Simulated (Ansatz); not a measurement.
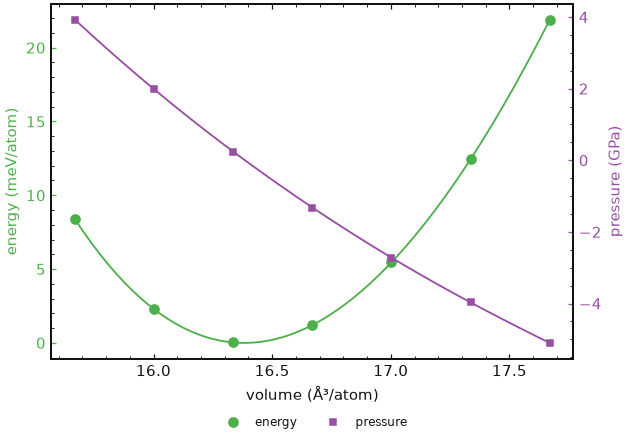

The picture above shows the energy and pressure against volume for Al, space group P6_3/mmc (No. 194).

Structure:
```yaml
crystal:
  lattice:
    - [2.81246, 0.00000, 0.00000]
    - [-1.40623, 2.43566, 0.00000]
    - [0.00000, 0.00000, 4.86685]
  atoms:
    - { symbol: Al, position: [0.33333, 0.66667, 0.25000] }
    - { symbol: Al, position: [0.66667, 0.33333, 0.75000] }
```

Method: all-electron LAPW DFT, no spin polarisation; energies at scaled volumes of the given cell, shape and fractions fixed, counted from the fit's minimum, third-order Birch-Murnaghan fit (Ansatz 0.2.0). Level: PBEsol.

| setting | value |
| --- | --- |
| k mesh | 11×11×6 |
| occupations | Fermi–Dirac |
| smearing width | 0.05 eV |
| potentials | all electron LAPW, scalar relativistic |
| program settings | basis error eV/atom 0.001 |

How stiff is the solid, and where is its volume at rest?

A third-order Birch–Murnaghan fit gives V0 = 16.38 Å³/atom, B0 = 79.7 GPa and B′ = 4.5.

Read off the course of the pressure.

It falls from 3.92 GPa at volume 15.67 Å³/atom to −5.10 GPa at 17.67 Å³/atom, and changes sign near 16.39 Å³/atom.

Limits of the calculation: shape and atomic fractions are frozen while scaling, which makes layered, chain and framework solids too stiff.
